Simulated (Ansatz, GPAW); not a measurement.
# Screening of a field by Y2NOS MXene monolayer, part 3 of 3

How does Y2NOS MXene monolayer screen a perpendicular field?

GPAW 26.7.0 and Ansatz 0.2.0; Ansatz plane waves; layer without images along its normal, relaxation of atoms and in-plane cell (the session's first sound run).

So far. Step 9 (In a field): The dipole is now 0.161 e Å, against 0.080 in the run without a field.

### 10. Field on

Level of this step: GPAW, PAW setups; slab in vacuum (GPAW).

run.py reads:

```python
import json
import numpy as np
from ase import Atoms
from gpaw import GPAW, PW
from gpaw.external import ConstantElectricField

slab = Atoms(
    ['S', 'Y', 'N', 'Y', 'O'],
    positions=[
        [-0.00000, 2.04106, 9.00000],
        [1.76761, 1.02053, 10.95604],
        [0.00000, -0.00000, 12.09903],
        [-0.00000, 2.04106, 13.82659],
        [1.76761, 1.02053, 14.54481]],
    cell=[[3.53522, 0.0, -0.0], [-1.76761, 3.06159, -0.0], [-0.0, -0.0, 23.5448]],
    pbc=[True, True, False],
    magmoms=[0.0, 1.0, 0.0, 1.0, 0.0])

slab.calc = GPAW(mode=PW(500), xc='PBE', kpts={'size': (9, 9, 1), 'gamma': True},
                 occupations={'name': 'fermi-dirac', 'width': 0.05}, nbands='160%',
                 convergence={'density': 1e-05}, maxiter=200,
                 poissonsolver={'dipolelayer': 'xy'},
                 external=ConstantElectricField(0.3, [0, 0, 1]),
                 symmetry={'tolerance': 1e-3}, txt='slab.txt')
result = {}
energy = slab.get_potential_energy()
fermi = slab.calc.get_fermi_level()
v = slab.calc.get_electrostatic_potential().mean((0, 1)) - fermi
n = slab.calc.get_pseudo_density().mean((0, 1))
L = slab.cell[2, 2]
z = np.arange(len(v)) * L / len(v)
low, high = slab.positions[:, 2].min(), slab.positions[:, 2].max()
below, above = np.interp([low - 6.8, high + 6.8], z, v)
slopes = [np.interp(x, z, np.gradient(v, z)) for x in (low - 6.8, high + 6.8)]
eps = np.array([[slab.calc.get_eigenvalues(k, s) for k in range(len(slab.calc.get_ibz_k_points()))]
                for s in range(slab.calc.get_number_of_spins())]) - fermi
top, bottom = eps[eps < 0].max(), eps[eps > 0].min()
dipole = slab.get_dipole_moment()[2]
print(f'energy {energy:.4f} eV, Fermi level {fermi:.4f} eV, dipole {dipole:.5f} e A')
print(f'potential 6.8 A off the faces, from the Fermi level: lower {below:.4f} eV, upper {above:.4f} eV')
print(f'slope of the potential there: lower {slopes[0]:.5f}, upper {slopes[1]:.5f} eV/A')
print(f'nearest levels on the mesh: {top:.4f} and {bottom:.4f} eV')
print('magnetic moment', round(slab.get_magnetic_moment(), 3))
result.update(energy=energy, fermi=fermi, dipole=dipole, below=below, above=above, slopes=slopes, edges=[top, bottom],
              z=z.tolist(), v=v.tolist(), n=n.tolist(), positions=slab.positions.tolist(),
              forces=slab.get_forces(apply_constraint=False).tolist(), moments=slab.get_magnetic_moments().tolist())
json.dump(result, open('result.json', 'w'))
```

Command:

```bash
$ OMP_NUM_THREADS=1 OPENBLAS_NUM_THREADS=1 python run.py
```

The program printed:

```text
energy -35.7441 eV, Fermi level -2.5573 eV, dipole 0.20151 e A
potential 6.8 A off the faces, from the Fermi level: lower 8.4072 eV, upper 5.0389 eV
slope of the potential there: lower -0.00058, upper 0.00032 eV/A
nearest levels on the mesh: -0.0565 and 0.0810 eV
magnetic moment 0.0
```

Run time: 3.5 min. Hardware: 1 thread of AMD EPYC 9R14 (Zen 4), shared host; peak memory 0.65 GiB.

The electrostatic potential energy of an electron (without an applied field's), less the Fermi level, planar mean oscillates, so the rows of the table below give means over windows of 2 Å about each position, cut where the curve ends. Its maxima inside the range that stand out by 2 % of the span (Å: eV): 0.6: 8.41, 9.8: 0.416, 11.7: -5.54, 12.7: 0.142. Its minima: 9.0: -12.1, 10.9: -16.3, 12.1: -8.11, 13.8: -17.2.

The electrostatic potential energy of an electron (without an applied field's), less the Fermi level, planar mean by z; means over each step:

```
z (Å)  electrostatic potential energy of an electron (without an applied field's), less the Fermi level, planar mean (eV)
    0                                                                                                                8.09
    2                                                                                                                8.41
    4                                                                                                                8.41
    6                                                                                                                8.39
    8                                                                                                                3.19
   10                                                                                                               -6.34
   12                                                                                                               -6.09
   14                                                                                                               -10.8
   16                                                                                                                4.25
   18                                                                                                                5.04
   20                                                                                                                5.04
   22                                                                                                                5.04
```

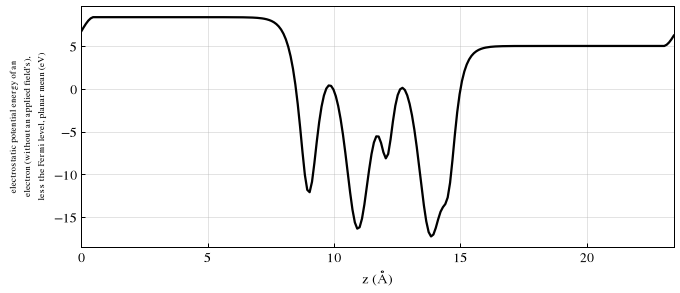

Electrostatic potential energy of an electron (without an applied field's), less the Fermi level, planar mean against z.

The dipole is now 0.202 e Å, against 0.080 in the run without a field.

### 11. The series

The members are put on one axis.

This step: induced dipole against applied field (GPAW 26.7.0).

The dipole along the normal by field:

```
field (V/Å)  dipole along the normal (e·Å)
     -0.200                        -5.5e-4
     -0.100                         0.0399
     -0.050                         0.0600
      0.000                         0.0799
      0.050                          0.100
      0.100                          0.121
      0.200                          0.161
      0.300                          0.202
```

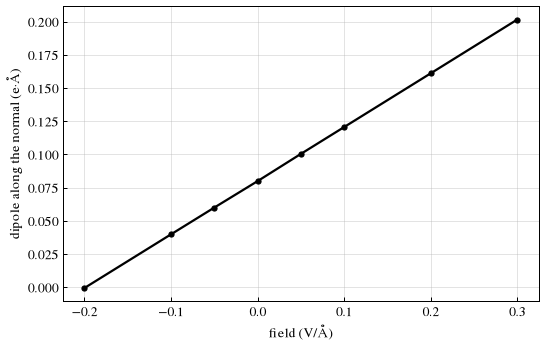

Dipole along the normal, plotted against field.

### 12. What came out

```json
{
 "work function, upper and lower face": "5.949 and 7.290 eV",
 "dipole along the normal": "0.0799 e Å",
 "induced dipole per field": "0.404 e Å per V/Å",
 "out-of-plane polarisability per area, α/(ε0 A)": "6.76 Å"
}
```

What this shows: The field induces 0.404 e Å per V/Å, a polarisable thickness α/(ε0 A) of 6.76 Å beside 5.54 Å between the outermost nuclei. A perfect conductor would give the distance between its two image planes; a dielectric of thickness t gives t(1 - 1/ε). The two faces differ by 1.3 eV, the step that the slab's dipole makes (e p/(ε0 A) gives 1.3 eV), so the dipole layer is needed. The induced dipole is linear in the field over this range. The starting lattice was a guess from atomic radii; the relaxation moved it by 4 %. One magnetic start was tried; another order may lie lower. The layer's cell and atoms come from the relaxation; spin-orbit coupling and temperature are left out.

[Logs are printed without paths, hosts, clocks, repeated set-up lines and the standing remarks that a program may print on its own settings, such as how far it seeks lower states.]

[Hosts, paths, dates, database ids (printed as entryN), source tags and the programs' standing remarks are cut or masked in the printed files.]
